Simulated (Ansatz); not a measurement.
**Zn: geometry relaxation**

Zn (Im-3m, 1 atom in the cell), computed with DFT, PBE, PAW with Ansatz's default frozen-core files, fully relativistic files with spin-orbit coupling (Ansatz 0.2.0).

The structure was built on a prototype by a generator; it need not be a known phase. It belongs to a series of runs on one base structure; here: bcc relaxed, PAW files. Figures and captions count atoms from 1; the log counts them from 0 in places.

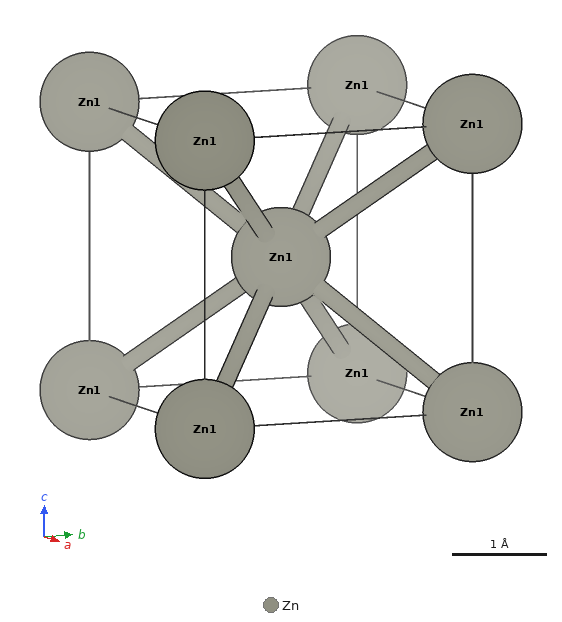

*The input geometry (ball-and-stick view of the cell 2 times as large as that of the calculation, set on its symmetry axes, seen slightly off an axis; atoms are numbered from 1 in the order of the input).*

Near neighbours in the crystal (not all of them lie inside the picture): Zn has 8 Zn at 2.70 Å.

### Summary

```tsv
quantity	value
outcome	converged
space group (tolerance 0.01 Å)	Im-3m (229)
electrons treated	12
free energy	−3319.0125 eV
Fermi energy	10.985 eV
net moment of the cell	0.00 μB
integrated absolute moment	0.00 μB
pressure	0.00 GPa
final volume	15.36 Å³
largest force (length of the vector) at the end	under 0.001 eV/Å
final cell	a = 2.712 Å, b = 2.712 Å, c = 2.712 Å, α = 109.47°, β = 109.47°, γ = 109.47°
hardware	2 threads of Arm Neoverse V2, 24 GiB of memory available, shared host
wall time	11 s (CPU time 21 s)
peak memory	0.42 GiB
```

### The input
```yaml
crystal:
  lattice:
    - [-1.5589149808, 1.5589149808, 1.5589149808]
    - [1.5589149808, -1.5589149808, 1.5589149808]
    - [1.5589149808, 1.5589149808, -1.5589149808]
  atoms:
    - { symbol: Zn, position: [0.0, 0.0, 0.0] }
kpoints:
  mp_grid: { grid: [18, 18, 18] }
scf:
  occupations: { method: fermi_dirac, width: 0.05 }
hamiltonian:
  xc: pbe
  pseudopotentials: { kind: paw_fr }
output:
  forces: true
  stress: true
relax:
  f_tol: 0.005
  max_steps: 40
  cell: {}
magnetization:
  noncollinear: true
  spin_orbit: true
```

Command:
```bash
ansatz run input.yaml --threads 2 --pin off --max-ram 5120MiB --backend cpu --events-out ev --progress --plain --runs-dir out
```

### What the program printed
```
Engine: ansatz 0.2.0, aarch64-unknown-linux-gnu
Pseudopotentials: kind: paw_fr
Pseudopotential: Zn, paw_fr, valence charge 12, recommended cutoff 420 eV (normal), Zn.paw.azcp#standard-fr
Functional definition: PBE
  parameter kappa = 0.804
  parameter beta = 0.06672455060314922
  exchange = pbe_x(kappa = kappa, mu = beta*pi^2/3)
  correlation = pbe_c(beta = beta)
non-collinear run that drives no moment, with spin-orbit: no starting moment large enough to seed its density (crystal.atoms[].spin), no starting occupations that ask for one, no magnetisation constraint and no magnetic field, so the semilocal B_xc is pinned to zero
Crystal: 1 atoms, lattice volume = 15.154 Å³
Basis set: ecut = 420 eV, 321 PW (Γ), exchange–correlation on 40×40×40 points (8 copies of the dense FFT grid, shifted against one another)
Bands: 20, of which v1, the nominal top of the filled ones, is band 12 counted from 1 (11 counted from 0)
Symmetry: 48 space group operations + 48 with time reversal
Magnetic group: BNS 229.141 (UNI 1643), of the structure as read, at distance tolerance 2.5e-5 Å
k-points: 195 of 5832
Projection manifold: j_resolved (fully-relativistic pseudo-atomic orbitals)
Non-local potential: Zn, projectors of the file, l = 0: 2, l = 1: 4, l = 2: 6, l = 3: 2
PAW form: soft (Blöchl's): semilocal exchange-correlation on the pseudo side does not see the compensation charge
PAW one-centre angular grid: Zn, 590 points (default); XC on 64 Gauss nodes
Initial density: superposition of atomic densities (chi_scale 0.1, normalization cell)
Initial wavefunctions: pseudopotential atomic-orbital guess
Functional: x = pbe(κ = 0.804, μ = 0.2195149727645171), c = pbe(β = 0.06672455060314922)
SCF iter   1: F=—  HF=-3319.112319 eV  |F-HF|=—  |Δ(HF+E_count)|=         —  Δρ=4.92e-2  dr2=3.34e-1  dr2_m=0.00e0 (ungated)  ethr=3.10e-3  |M|=0.00e0 ∫|m|=0.00e0 μB  |m|>n=0.0e0 m-floor=0.0e0 τ_xc=0.0e0  β_m=0.30  ⟨swp⟩=5.7  Hψ=10411  notcnv=0  defer=8
preconditioner: auto → none  [metal: Δε(μ)=0.064 eV  Ē_g=16.614 eV  σ=0.050 eV  W_gap=0.30  n_scr=0 (ndim 8)  ℏωp=33.0 eV  f_vac=0.000  D(μ)=0.31/eV (n_scr^D=0)]
SCF iter   2: F=—  HF=-3319.022742 eV  |F-HF|=—  |Δ(HF+E_count)|=   8.96e-2  Δρ=1.65e-2  dr2=3.17e-2  dr2_m=0.00e0 (ungated)  ethr=2.78e-3  |M|=0.00e0 ∫|m|=0.00e0 μB  |m|>n=0.0e0 m-floor=0.0e0 τ_xc=0.0e0  β_m=0.33  ⟨swp⟩=3.0  Hψ=4274  notcnv=0  defer=506
SCF iter   3: F=—  HF=-3319.014940 eV  |F-HF|=—  |Δ(HF+E_count)|=   7.80e-3  Δρ=1.02e-2  dr2=1.21e-2  dr2_m=0.00e0 (ungated)  ethr=2.64e-4  |M|=0.00e0 ∫|m|=0.00e0 μB  |m|>n=0.0e0 m-floor=0.0e0 τ_xc=0.0e0  β_m=0.51  ⟨swp⟩=1.6  Hψ=2377  notcnv=0  defer=512
SCF iter   4: F=—  HF=-3319.011849 eV  |F-HF|=—  |Δ(HF+E_count)|=   3.09e-3  Δρ=2.17e-3  dr2=2.25e-4  dr2_m=0.00e0 (ungated)  ethr=1.00e-4  |M|=0.00e0 ∫|m|=0.00e0 μB  |m|>n=0.0e0 m-floor=0.0e0 τ_xc=0.0e0  β_m=0.75  ⟨swp⟩=2.9  Hψ=3259  notcnv=0  defer=512
SCF iter   5: F=—  HF=-3319.011947 eV  |F-HF|=—  |Δ(HF+E_count)|=   9.73e-5  Δρ=1.01e-4  dr2=5.11e-7  dr2_m=0.00e0 (ungated)  ethr=1.88e-6  |M|=0.00e0 ∫|m|=0.00e0 μB  |m|>n=0.0e0 m-floor=0.0e0 τ_xc=0.0e0  β_m=0.59  ⟨swp⟩=1.1  Hψ=1760  notcnv=0  defer=512
SCF iter   6: F=—  HF=-3319.011945 eV  |F-HF|=—  |Δ(HF+E_count)|=   1.89e-6  Δρ=1.20e-5  dr2=1.02e-8  dr2_m=0.00e0 (ungated)  ethr=8.33e-10  |M|=0.00e0 ∫|m|=0.00e0 μB  |m|>n=0.0e0 m-floor=0.0e0 τ_xc=0.0e0  β_m=0.78  ⟨swp⟩=5.0  Hψ=7294  notcnv=0
SCF iter   7: F=-3319.011945 eV  HF=-3319.011945 eV  |F-HF|=1.76e-10  |Δ(HF+E_count)|=  1.58e-10  Δρ=1.47e-6  dr2=1.45e-10  dr2_m=0.00e0 (ungated)  ethr=8.54e-11  |M|=0.00e0 ∫|m|=0.00e0 μB  |m|>n=0.0e0 m-floor=0.0e0 τ_xc=0.0e0  ⟨swp⟩=1.9  Hψ=6319  notcnv=0
SCF 1 converged in 7 iterations: F = -3319.011945 eV  dr2 = 1.45e-10
  greatest PAW one-centre occupation: 0.982 electrons in one spin orbital (limit 2), on the Zn atom at site 0 (counted from 0), in its partial waves of l = 2
relax step   1: F+E_penalty+E_count = -3319.01194466 eV  Δ(F+E_penalty+E_count) = +0.000e0 eV  max|allowed force component| = 0.000e0 eV/Å  Δτ_max = 0.0000 Å  P = +0.917 GPa  Ω = 15.154 Å³  (7 SCF iters, dr2 threshold 1.00e-7 eV, accepted)
Crystal: 1 atoms, lattice volume = 15.290 Å³
Projection manifold: j_resolved (fully-relativistic pseudo-atomic orbitals)
Initial density: handed on by an earlier stage of this run
Initial wavefunctions: those handed on with the density
iter 1 solved again at ethr=8.56e-7 eV; its pass at ethr=3.10e-3 eV (dr2=1.03e-4 eV) is discarded
SCF iter   1: F=—  HF=-3319.012400 eV  |F-HF|=—  |Δ(HF+E_count)|=         —  Δρ=8.82e-4  dr2=8.44e-5  dr2_m=0.00e0 (ungated)  ethr=8.56e-7  |M|=0.00e0 ∫|m|=0.00e0 μB  |m|>n=0.0e0 m-floor=0.0e0 τ_xc=0.0e0  β_m=0.30  ⟨swp⟩=2.1  Hψ=10965  notcnv=0
preconditioner: auto → none  [metal: Δε(μ)=0.050 eV  Ē_g=17.231 eV  σ=0.050 eV  W_gap=0.24  n_scr=0 (ndim 8)  ℏωp=32.9 eV  f_vac=0.000  D(μ)=0.27/eV (n_scr^D=0)]
SCF iter   2: F=—  HF=-3319.012375 eV  |F-HF|=—  |Δ(HF+E_count)|=   2.57e-5  Δρ=1.89e-4  dr2=5.56e-6  dr2_m=0.00e0 (ungated)  ethr=7.03e-7  |M|=0.00e0 ∫|m|=0.00e0 μB  |m|>n=0.0e0 m-floor=0.0e0 τ_xc=0.0e0  β_m=0.33  ⟨swp⟩=2.4  Hψ=3055  notcnv=0
SCF iter   3: F=—  HF=-3319.012372 eV  |F-HF|=—  |Δ(HF+E_count)|=   2.53e-6  Δρ=1.02e-4  dr2=1.64e-6  dr2_m=0.00e0 (ungated)  ethr=4.63e-8  |M|=0.00e0 ∫|m|=0.00e0 μB  |m|>n=0.0e0 m-floor=0.0e0 τ_xc=0.0e0  β_m=0.49  ⟨swp⟩=1.0  Hψ=1952  notcnv=0
SCF iter   4: F=-3319.012371 eV  HF=-3319.012371 eV  |F-HF|=1.71e-8  |Δ(HF+E_count)|=   1.02e-6  Δρ=1.75e-5  dr2=1.54e-8  dr2_m=0.00e0 (ungated)  ethr=8.33e-10  |M|=0.00e0 ∫|m|=0.00e0 μB  |m|>n=0.0e0 m-floor=0.0e0 τ_xc=0.0e0  ⟨swp⟩=3.2  Hψ=7904  notcnv=0
SCF 2 converged in 4 iterations: F = -3319.012371 eV  dr2 = 1.54e-8
relax step   2: F+E_penalty+E_count = -3319.01237111 eV  Δ(F+E_penalty+E_count) = -4.264e-4 eV  max|allowed force component| = 0.000e0 eV/Å  Δτ_max = 0.0000 Å  P = +0.297 GPa  Ω = 15.290 Å³  energy of the carried Pulay correction = -8.575e-5 eV  (4 SCF iters, dr2 threshold 1.00e-7 eV, accepted)
Crystal: 1 atoms, lattice volume = 15.356 Å³
Projection manifold: j_resolved (fully-relativistic pseudo-atomic orbitals)
iter 1 solved again at ethr=1.94e-7 eV; its pass at ethr=3.10e-3 eV (dr2=2.33e-5 eV) is discarded
SCF iter   1: F=—  HF=-3319.012399 eV  |F-HF|=—  |Δ(HF+E_count)|=         —  Δρ=4.10e-4  dr2=1.89e-5  dr2_m=0.00e0 (ungated)  ethr=1.94e-7  |M|=0.00e0 ∫|m|=0.00e0 μB  |m|>n=0.0e0 m-floor=0.0e0 τ_xc=0.0e0  β_m=0.30  ⟨swp⟩=2.1  Hψ=10680  notcnv=0
preconditioner: auto → none  [metal: Δε(μ)=0.055 eV  Ē_g=17.185 eV  σ=0.050 eV  W_gap=0.26  n_scr=0 (ndim 8)  ℏωp=32.8 eV  f_vac=0.000  D(μ)=0.27/eV (n_scr^D=0)]
SCF iter   2: F=—  HF=-3319.012393 eV  |F-HF|=—  |Δ(HF+E_count)|=   5.80e-6  Δρ=9.05e-5  dr2=1.30e-6  dr2_m=0.00e0 (ungated)  ethr=1.57e-7  |M|=0.00e0 ∫|m|=0.00e0 μB  |m|>n=0.0e0 m-floor=0.0e0 τ_xc=0.0e0  β_m=0.33  ⟨swp⟩=2.4  Hψ=3045  notcnv=0
SCF iter   3: F=—  HF=-3319.012393 eV  |F-HF|=—  |Δ(HF+E_count)|=   5.60e-7  Δρ=4.93e-5  dr2=3.78e-7  dr2_m=0.00e0 (ungated)  ethr=8.33e-10  |M|=0.00e0 ∫|m|=0.00e0 μB  |m|>n=0.0e0 m-floor=0.0e0 τ_xc=0.0e0  β_m=0.49  ⟨swp⟩=4.2  Hψ=6275  notcnv=0
SCF iter   4: F=-3319.012392 eV  HF=-3319.012392 eV  |F-HF|=6.03e-9  |Δ(HF+E_count)|=   2.15e-7  Δρ=1.02e-5  dr2=5.43e-9  dr2_m=0.00e0 (ungated)  ethr=8.33e-10  |M|=0.00e0 ∫|m|=0.00e0 μB  |m|>n=0.0e0 m-floor=0.0e0 τ_xc=0.0e0  ⟨swp⟩=2.9  Hψ=7439  notcnv=0
SCF 3 converged in 4 iterations: F = -3319.012392 eV  dr2 = 5.43e-9
relax step   3: F+E_penalty+E_count = -3319.01239238 eV  Δ(F+E_penalty+E_count) = -2.127e-5 eV  max|allowed force component| = 0.000e0 eV/Å  Δτ_max = 0.0000 Å  P = +0.009 GPa  Ω = 15.356 Å³  energy of the carried Pulay correction = -1.271e-4 eV  (4 SCF iters, dr2 threshold 1.00e-7 eV, accepted)
Projection manifold: j_resolved (fully-relativistic pseudo-atomic orbitals)
Initial wavefunctions: pseudopotential atomic-orbital guess (no wavefunctions were taken with the density)
iter 1 solved again at ethr=1.87e-6 eV; its pass at ethr=3.10e-3 eV (dr2=2.25e-4 eV) is discarded
SCF iter   1: F=—  HF=-3319.012517 eV  |F-HF|=—  |Δ(HF+E_count)|=         —  Δρ=1.48e-5  dr2=8.62e-9  dr2_m=0.00e0 (ungated)  ethr=1.87e-6  |M|=0.00e0 ∫|m|=0.00e0 μB  |m|>n=0.0e0 m-floor=0.0e0 τ_xc=0.0e0  β_m=0.30  ⟨swp⟩=2.1  Hψ=14491  notcnv=0
eigensolver tolerance schedule: the retry pair's looser diagonalisation over-reported the residual by 26074.59 of it (diagonalisation noise at an unbounded share of the residual, at the tolerance the schedule requests for it); recorded, not acted on — ethr = c·dr2/N_el stays at c = 1.0e-1
preconditioner: auto → none  [metal: Δε(μ)=0.055 eV  Ē_g=17.180 eV  σ=0.050 eV  W_gap=0.26  n_scr=0 (ndim 8)  ℏωp=32.8 eV  f_vac=0.000  D(μ)=0.27/eV (n_scr^D=0)]
SCF iter   2: F=—  HF=-3319.012517 eV  |F-HF|=—  |Δ(HF+E_count)|=   6.87e-8  Δρ=2.57e-5  dr2=5.30e-8  dr2_m=0.00e0 (ungated)  ethr=7.18e-11  |M|=0.00e0 ∫|m|=0.00e0 μB  |m|>n=0.0e0 m-floor=0.0e0 τ_xc=0.0e0  β_m=0.43  ⟨swp⟩=3.2  Hψ=4102  notcnv=0
SCF iter   3: F=—  HF=-3319.012517 eV  |F-HF|=—  |Δ(HF+E_count)|=   8.18e-9  Δρ=4.38e-6  dr2=3.68e-10  dr2_m=0.00e0 (ungated)  ethr=7.18e-11  |M|=0.00e0 ∫|m|=0.00e0 μB  |m|>n=0.0e0 m-floor=0.0e0 τ_xc=0.0e0  β_m=0.44  ⟨swp⟩=2.0  Hψ=3109  notcnv=0
SCF iter   4: F=—  HF=-3319.012517 eV  |F-HF|=—  |Δ(HF+E_count)|=   3.25e-9  Δρ=1.34e-6  dr2=1.01e-10  dr2_m=0.00e0 (ungated)  ethr=3.07e-12  |M|=0.00e0 ∫|m|=0.00e0 μB  |m|>n=0.0e0 m-floor=0.0e0 τ_xc=0.0e0  β_m=0.72  ⟨swp⟩=3.3  Hψ=4022  notcnv=0
SCF iter   5: F=—  HF=-3319.012517 eV  |F-HF|=—  |Δ(HF+E_count)|=  2.07e-10  Δρ=4.31e-7  dr2=1.26e-11  dr2_m=0.00e0 (ungated)  ethr=1.00e-12  |M|=0.00e0 ∫|m|=0.00e0 μB  |m|>n=0.0e0 m-floor=0.0e0 τ_xc=0.0e0  β_m=0.82  ⟨swp⟩=2.0  Hψ=3115  notcnv=0
SCF iter   6: F=-3319.012517 eV  HF=-3319.012517 eV  |F-HF|=4.55e-13  |Δ(HF+E_count)|=  1.36e-12  Δρ=8.17e-8  dr2=4.38e-13  dr2_m=0.00e0 (ungated)  ethr=1.00e-12  |M|=0.00e0 ∫|m|=0.00e0 μB  |m|>n=0.0e0 m-floor=0.0e0 τ_xc=0.0e0  ⟨swp⟩=5.0  Hψ=7116  notcnv=0
SCF 4 converged in 6 iterations: F = -3319.012517 eV  dr2 = 4.38e-13
relax step   4: F+E_penalty+E_count = -3319.01251728 eV  Δ(F+E_penalty+E_count) = -1.249e-4 eV  max|allowed force component| = 0.000e0 eV/Å  Δτ_max = 0.0000 Å  P = +0.005 GPa  Ω = 15.356 Å³  stress off target by 4.99e-3 GPa  SCF on the basis re-selected at this cell (its energy is not comparable with the rows above)  (6 SCF iters)
```

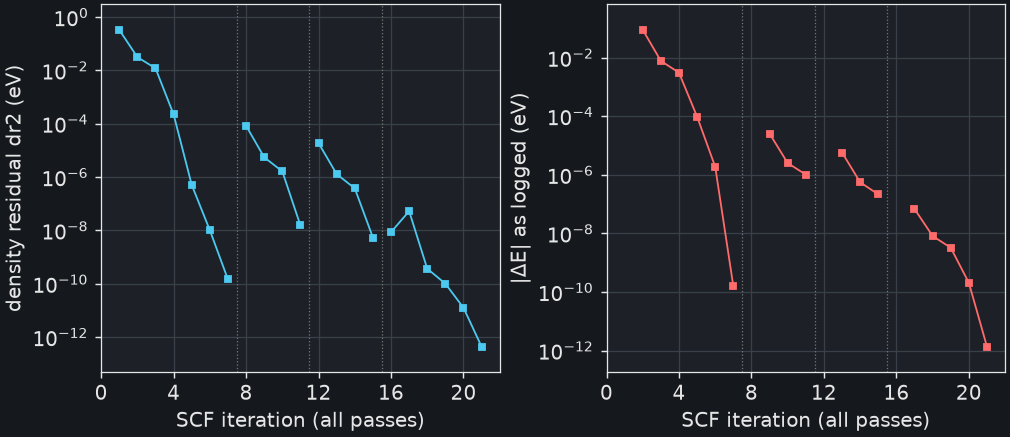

*Convergence of the self-consistent field: density residual dr2 and size of the energy change against the SCF iteration. The dotted lines part the SCF passes of the relaxation: geometry steps, rejected trials and re-solves on a re-selected basis.*

The passes take 7, 4, 4 and 6 iterations.

```
basis re-selected at this cell: Δ(F+E_penalty+E_count) = -1.249e-4 eV, ΔP = -0.004 GPa vs the last step (what re-selecting the basis moved, of the pressure what is left beyond the Pulay correction that the steps carried, after the strain that the cell walked since its last selection, with what the two solves' SCF thresholds leave and, on support functions, any second-order correction that the steps lacked; it is no measure of the basis error at this ecutwfc). This SCF's stress stands 4.99e-3 GPa from its target on what of the cell is left free (relax.cell.stress_tol is 5.00e-2 GPa) and its largest allowed force component is 0.00e0 eV/Å (relax.f_tol is 5.00e-3 eV/Å): within both
SCF converged after 6 iterations
Magnetization: |M| = 0.0000 μB,  M = (+0.0000, +0.0000, +0.0000) μB
Absolute magnetization: 0.0000 μB (∫|m|)
  site 0: m = (+0.0000, +0.0000, +0.0000) μB, |m| = 0.0000 μB  (R = 1.12 Å)
Free energy (F): -3319.012517 eV
Harris-Foulkes:  -3319.012517 eV  (|F-HF|=4.55e-13)
Internal energy: -3319.010212 eV  (E = F + TS)
E sigma→0 (E₀):  -3319.011365 eV
Entropy (-TS):   -0.002305 eV (-2.305 meV/atom)
Fermi energy:    10.984715 eV
--- Per-component energies (eV) ---
  E_band       = 47.967957
  E_kinetic    = 130.865863
  E_local      = -1537.241489  (includes V_loc(G=0)·N_el)
  E_nonlocal   = 611.022533
  E_hartree    = 644.068578
  E_xc         = -137.564027
  E_vxc        = -52.401051  (∫ρ·V_xc dr)
  E_paw        = -1825.332847  (= ΣΔE_a)
  E_vpaw       = -392.414703  (= ΣTr[D̂ρ^β])
  E_aug_tail   = -0.000319  (compensation charges beyond the density's cutoff)
  E_ewald      = -1204.828504
  E_smearing   = -0.002305  (= −TS)
  E_closure    = -0.000000  (closes the sum)
  Σ components = -3319.012517   (vs F -3319.012517, Δ=0.00e0)
--- Forces (eV/Å), atoms counted from 1 ---
  atom   1  Zn     0.00000000     0.00000000    -0.00000000
  max |Σ_I F_I| component: 2.41e-32 eV/Å
--- Stress (GPa, compression-positive) ---
        0.004987       0.000000       0.000000
        0.000000       0.004987       0.000000
       -0.000000      -0.000000       0.004987
  P = ⅓ Tr σ = 0.0050 GPa (0.050 kbar)
--- Relaxed structure (3 steps of the walk, 3 accepted, 1 SCFs on fresh bases) ---
  F+E_penalty+E_count = -3319.01251728 eV   max|allowed force component| = 0.000e0 eV/Å   (the final SCF, on the basis selected at the relaxed cell)
  cell:  # Å, volume = 15.3560 Å³
    - [-1.5658097130722135, 1.5658097130722135, 1.5658097130722135]
    - [1.5658097130722135, -1.5658097130722135, 1.5658097130722135]
    - [1.5658097130722135, 1.5658097130722135, -1.5658097130722135]
  atoms:
    - { symbol: Zn, position: [0.0, 0.0, 0.0] }
```

### Trajectory as extended XYZ (Å, eV, eV/Å), 4 frames, from step=1 to step=4
```
1
Lattice="-1.5589 1.5589 1.5589 1.5589 -1.5589 1.5589 1.5589 1.5589 -1.5589" Properties=species:S:1:pos:R:3:forces:R:3 step=1 energy=-3319.01195 pressure_GPa=0.92
Zn    0.0000    0.0000    0.0000    0.0000   0.0000   0.0000
1
Lattice="-1.5636 1.5636 1.5636 1.5636 -1.5636 1.5636 1.5636 1.5636 -1.5636" Properties=species:S:1:pos:R:3:forces:R:3 step=2 energy=-3319.01237 pressure_GPa=0.30
Zn    0.0000    0.0000    0.0000    0.0000   0.0000   0.0000
1
Lattice="-1.5658 1.5658 1.5658 1.5658 -1.5658 1.5658 1.5658 1.5658 -1.5658" Properties=species:S:1:pos:R:3:forces:R:3 step=3 energy=-3319.01239 pressure_GPa=0.01
Zn    0.0000    0.0000    0.0000    0.0000   0.0000   0.0000
1
Lattice="-1.5658 1.5658 1.5658 1.5658 -1.5658 1.5658 1.5658 1.5658 -1.5658" Properties=species:S:1:pos:R:3:forces:R:3 step=4 energy=-3319.01252 pressure_GPa=0.00
Zn    0.0000    0.0000    0.0000    0.0000   0.0000   0.0000
```
